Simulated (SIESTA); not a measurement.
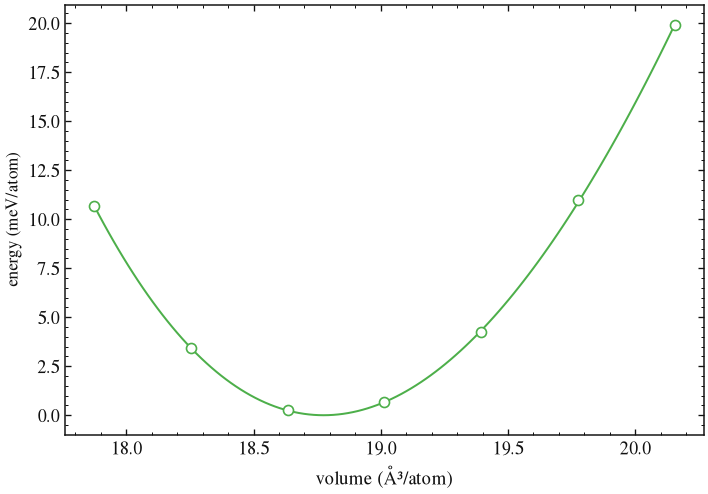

The picture above shows the energy against volume for Ge, space group Imma (No. 74).

Starting cell:
```
Ge
1.0
    -2.49590    2.65086    1.43695
     2.49590   -2.65086    1.43695
     2.49590    2.65086   -1.43695
Ge
2
Cartesian
  0.0000 1.3254 0.1841
  2.4959 1.3254 1.2529
```

Calculation (SIESTA 5.4.2): DFT in numerical atomic orbitals with pseudopotentials, no spin polarisation; energies at scaled volumes of the given cell, shape and fractions fixed, counted from the fit's minimum, third-order Birch-Murnaghan fit. Level: PBEsol.

k mesh 11×11×11; occupations Fermi–Dirac; smearing width 0.05 eV; potentials PseudoDojo 0.4 standard, converted to PSML, two zetas on semicore shells; program settings basis DZP, mesh cutoff 800 Ry.

From this curve and the settings, what does the calculation give for the pressure at the same points?

The pressure falls from 3.88 GPa at volume 17.87 Å³/atom to −4.22 GPa at 20.16 Å³/atom, and changes sign near 18.78 Å³/atom.

```tsv
volume (Å³/atom)	pressure (GPa)
17.87	3.88
18.25	2.21
18.63	0.53
19.01	-0.81
19.39	-2.24
19.78	-3.30
20.16	-4.22
```

Caveats: mulliken charges of long orbitals; shape and atomic fractions are frozen while scaling, which makes layered, chain and framework solids too stiff.
